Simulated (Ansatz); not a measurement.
```cif
data_structure
_symmetry_space_group_name_H-M 'P 1'
_symmetry_Int_Tables_number 1
_cell_length_a 5.5051
_cell_length_b 5.5051
_cell_length_c 5.5051
_cell_angle_alpha 90.000
_cell_angle_beta 90.000
_cell_angle_gamma 90.000
_cell_volume 166.84
loop_
_atom_site_label
_atom_site_type_symbol
_atom_site_fract_x
_atom_site_fract_y
_atom_site_fract_z
_atom_site_occupancy
Ga1 Ga 0.50000 0.50000 0.00000 1
Ga2 Ga 0.00000 0.50000 0.50000 1
Ga3 Ga 0.00000 0.00000 0.00000 1
Ga4 Ga 0.50000 0.00000 0.50000 1
P1 P 0.25000 0.75000 0.25000 1
P2 P 0.75000 0.75000 0.75000 1
P3 P 0.75000 0.25000 0.25000 1
P4 P 0.25000 0.25000 0.75000 1
```

Space group F-43m; a structure from a database of computed crystals, not necessarily the ambient phase.

Theory: DFT PBE, scalar-relativistic, plane waves, PAW in Ansatz.

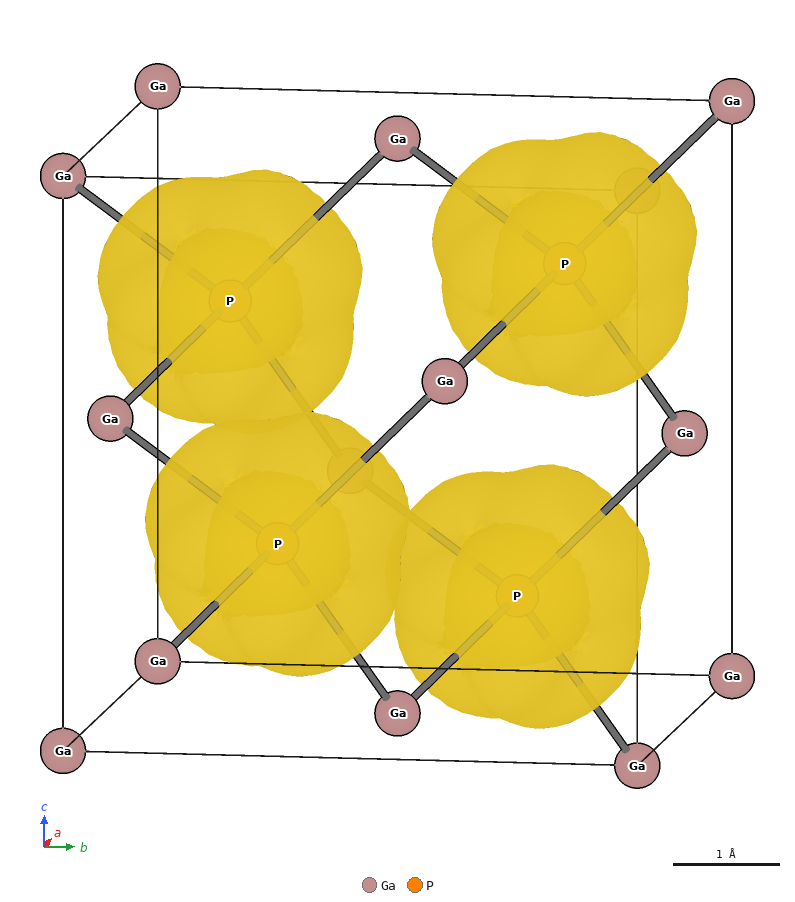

GaP. Isosurface of the ELF at 0.7 (yellow), seen at an oblique angle. Only the valence region is drawn (cores and ρ < 0.01 e/Å³ removed). Sticks mark near contacts.

In a PAW calculation such maps are meaningful between the atoms, not at the nuclei.

Q: Where are the electrons localised?

A: The surface consists of four regions on P in which the atom's valence shell and bonds are merged, counted in one cell of 8 atoms. Any copies at cell faces, edges or corners count once.

Values along the shortest contacts:
Ga–P (2.38 Å): the ELF peaks at about 0.90 in the valence shell of P, 0.9 Å from its nucleus, and is about 0.75 at the midpoint.
